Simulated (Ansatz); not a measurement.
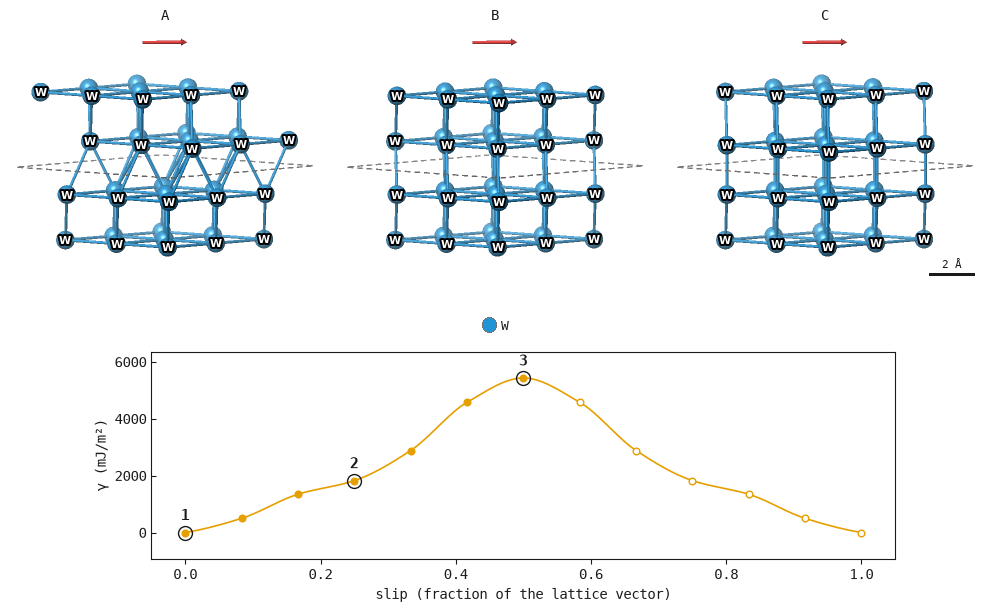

Solid W (Im-3m): the crystal above a cut along the (0 1 1) plane of the conventional cell (between a plane of W below and one of W above, 2.23 Å apart) is slid rigidly by fractions of an in-plane lattice vector 4.46 Å long (a generalised stacking fault). One cut stands in each cell, which starts 8.9 Å high; nothing is relaxed, and the dashed outline marks the cut, the arrow on top the direction of slip. The frames are shuffled; the numbered points of the plot belong to them. Hollow markers are points alike by symmetry, not computed again. The picture is a ball-and-stick view of the layers on both sides of the cut, seen from the side, nearly along the cut plane.

All numbers below come from Ansatz 0.2.0, DFT PBEsol, scalar-relativistic, plane waves, PAW. Settings: plane-wave cutoff 420 eV; k-point mesh 23 × 23 × 7; occupations gaussian; smearing width 0.15 eV; no spin polarisation. Energies (free energies at the smearing named) are counted from the relaxed crystal.

Which frame belongs to which numbered point?

Point 1 is frame B (the slip 0.00, 0 mJ/m²); 2 is frame A (the slip 0.25, 1824 mJ/m²); 3 is frame C (the slip 0.50, 5432 mJ/m²). The curve starts and ends at zero, since a full lattice vector restores the crystal. Its highest computed point is 5432 mJ/m² at slip 0.50, which the unstable stacking-fault energy of this rigid path equals or slightly exceeds. No local minimum shows among the points, so there is no metastable fault on this line. The path is symmetric about half-way. Relaxation across the fault would lower the values.
